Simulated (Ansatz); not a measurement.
**Energy of CuO along an even scaling of the cell**

System: CuO (4 atoms in the cell).
Method: Kohn-Sham DFT of a periodic cell, LDA, Ansatz PAW, no spin polarisation (Ansatz 0.2.0).

The 6 runs differ only in the geometry, by an even scaling of the cell at fixed fractional positions. The structure derives from a Materials Project entry.

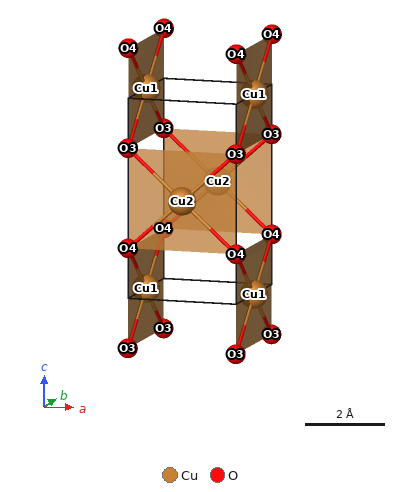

Figure 1. The structure of run 4 (polyhedral view of the cell of the calculation, seen slightly off an axis; polyhedra are completed across the faces of the cell; atoms are numbered from 1 in the order of the input). An atom can appear more than once, as a periodic image.

**Input of run 4**
```yaml
crystal:
  lattice:
    - [2.8985710625, 0.0, 0.0]
    - [0.0393315255, 2.8983481113, 0.0]
    - [0.0176112532, 0.0173591088, 5.2106205905]
  atoms:
    - { symbol: Cu, position: [0.0, 0.5, 0.0] }
    - { symbol: Cu, position: [0.5, 0.0, 0.5] }
    - { symbol: O, position: [0.99842397, 0.00167178, 0.7498871] }
    - { symbol: O, position: [0.00157603, 0.99832822, 0.2501129] }
hamiltonian:
  xc: lda
  pseudopotentials: { kind: paw }
kpoints:
  mp_grid: { grid: [9, 9, 5] }
scf:
  occupations: { method: fermi_dirac, width: 0.05 }
output:
  forces: true
  stress: true
  eigenvalues: true
```

Command:
```bash
ansatz run input.yaml --threads 2 --pin off --max-ram 5632MiB --backend cpu --events-out ev --progress --plain --runs-dir out
```

Lattice vectors (Å) and fractional positions of run 4:
```
   2.898571    0.000000    0.000000
   0.039332    2.898348    0.000000
   0.017611    0.017359    5.210621
Cu  0.000000  0.500000  0.000000
Cu  0.500000 -0.000000  0.500000
O   0.998424  0.001672  0.749887
O   0.001576  0.998328  0.250113
```

Run 2 differs from it as follows:
```diff
-    - [2.8985710625, 0.0, 0.0]
-    - [0.0393315255, 2.8983481113, 0.0]
-    - [0.0176112532, 0.0173591088, 5.2106205905]
+    - [2.8601748718, 0.0, 0.0]
+    - [0.0388105168, 2.859954874, 0.0]
+    - [0.0173779641, 0.0171291597, 5.1415976211]
```

**Results, with one run withheld**

| run | volume per atom (Å³) | free energy per atom, from the lowest run given (meV) | pressure (GPa) |
| --- | --- | --- | --- |
| 1 | 10.085 | 0.00 | 2.62 |
| 2 | 10.515 | ? | ? |
| 3 | 10.729 | 13.15 | −8.51 |
| 4 | 10.944 | 26.53 | −11.42 |
| 5 | 11.158 | 43.61 | −14.00 |
| 6 | 11.373 | 63.92 | −16.29 |

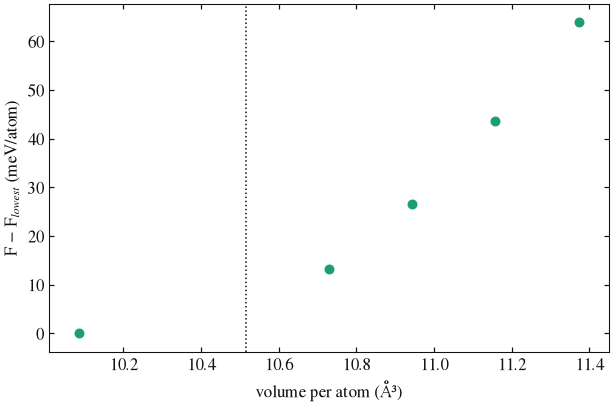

Figure 2. Free energy per atom of the runs given; the dotted line marks run 2.

Fit the runs given and predict run 2.

A cubic polynomial in V^(−2/3) (the Birch–Murnaghan form), fitted to the 5 runs given, misses them by at most 0.03 meV per atom. With x = V^(−2/3) − 0.20413 Å⁻², it reads F = 19.754 − 5025.4 x + 2.9802e+05 x² + 5.8218e+05 x³ (meV per atom). At run 2 it gives 3.90 meV per atom, and the run itself gives 3.95. The slope of the fit gives a pressure −dF/dV of −5.25 GPa there, and the run prints −5.23 GPa. The fit has its minimum at 10.218 Å³ per atom, where V d²F/dV² gives 196 GPa. Cell shape and fractional positions are held, so this is the stiffness under even scaling; the relaxed bulk modulus wasn't computed.

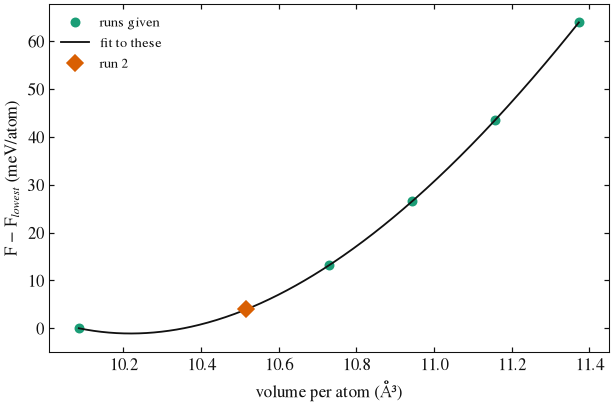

Figure 3. The fit and the withheld run.

**Output, shortened to warnings, some set-up lines, iterations and results (run 2)**
```
Basis set: ecut = 420 eV, 817 PW (Γ)
Symmetry: 2 space group operations
k-points: 203 of 405
Initial density: superposition of atomic densities (neutral atoms: chi_scale 0, normalization atom), corrected by the library's trained network
[...]
SCF iter   1: F=—  HF=-14219.370326 eV  |F-HF|=—  |Δ(HF+E_count)|=         —  Δρ=2.29e-2  dr2=1.49e-1  ethr=1.77e-3  ⟨swp⟩=5.6  Hψ=21692  notcnv=0
SCF iter   2: F=—  HF=-14219.430564 eV  |F-HF|=—  |Δ(HF+E_count)|=   6.02e-2  Δρ=3.71e-2  dr2=3.02e-1  ethr=2.98e-4  ⟨swp⟩=2.6  Hψ=14047  notcnv=0  recentre
SCF iter   3: F=—  HF=-14219.324878 eV  |F-HF|=—  |Δ(HF+E_count)|=   1.06e-1  Δρ=5.03e-3  dr2=9.38e-3  ethr=2.98e-4  ⟨swp⟩=2.5  Hψ=11915  notcnv=0
SCF iter   4: F=—  HF=-14219.322619 eV  |F-HF|=—  |Δ(HF+E_count)|=   2.26e-3  Δρ=2.35e-3  dr2=1.54e-3  ethr=1.88e-5  ⟨swp⟩=2.5  Hψ=11073  notcnv=0
SCF iter   5: F=—  HF=-14219.322343 eV  |F-HF|=—  |Δ(HF+E_count)|=   2.75e-4  Δρ=6.17e-4  dr2=9.43e-5  ethr=3.08e-6  ⟨swp⟩=2.4  Hψ=8394  notcnv=0
SCF iter   6: F=—  HF=-14219.322317 eV  |F-HF|=—  |Δ(HF+E_count)|=   2.65e-5  Δρ=4.01e-5  dr2=3.95e-7  ethr=1.89e-7  ⟨swp⟩=2.0  Hψ=7774  notcnv=0
SCF iter   7: F=—  HF=-14219.322317 eV  |F-HF|=—  |Δ(HF+E_count)|=   1.33e-8  Δρ=2.02e-5  dr2=1.05e-7  ethr=2.00e-10  ⟨swp⟩=5.0  Hψ=25729  notcnv=0
SCF iter   8: F=-14219.322317 eV  HF=-14219.322317 eV  |F-HF|=1.02e-8  |Δ(HF+E_count)|=   1.10e-8  Δρ=6.00e-6  dr2=9.14e-9  ethr=2.00e-10  ⟨swp⟩=3.9  Hψ=18131  notcnv=0
SCF 1 converged in 8 iterations: F = -14219.322317 eV  dr2 = 9.14e-9
SCF converged after 8 iterations
Free energy (F): -14219.322317 eV
Harris-Foulkes:  -14219.322317 eV  (|F-HF|=1.02e-8)
Internal energy: -14219.303248 eV  (E = F + TS)
E sigma→0 (E₀):  -14219.312782 eV
Entropy (-TS):   -0.019069 eV (-4.767 meV/atom)
Fermi energy:    11.356516 eV
--- Per-component energies (eV) ---
  E_band       = -902.807151
  E_kinetic    = 941.943314
  E_local      = -9956.307290  (includes V_loc(G=0)·N_el)
  E_nonlocal   = 886.653287
  E_hartree    = 4302.340406
  E_xc         = -320.756211
  E_vxc        = -414.373150  (∫ρ·V_xc dr)
  E_paw        = -3474.280540  (= ΣΔE_a)
  E_vpaw       = -965.411677  (= ΣTr[D̂ρ^β])
  E_aug_tail   = 0.005420  (compensation charges beyond the density's cutoff)
  E_ewald      = -6599.994798
  E_core_change = 1.093163  (= ΣΔE_core)
  E_smearing   = -0.019069  (= −TS)
  E_closure    = -0.000000  (closes the sum)
  Σ components = -14219.322317   (vs F -14219.322317, Δ=0.00e0)
--- Forces (eV/Å), atoms counted from 1 ---
  atom   1  Cu     0.00000000     0.00000000     0.00000000
  atom   2  Cu     0.00000000     0.00000000     0.00000000
  atom   3  O      0.00630401    -0.00780543     0.00956168
  atom   4  O     -0.00630401     0.00780543    -0.00956168
  max |Σ_I F_I| component: 0.00e0 eV/Å
--- Stress (GPa, compression-positive) ---
       -3.655074      -0.130743      -0.026876
       -0.130743      -3.694815      -0.014864
       -0.026876      -0.014864      -8.336775
  P = ⅓ Tr σ = -5.2289 GPa (-52.289 kbar)
```

Notes: The run has no spin polarisation, so a magnetic state may lie lower.
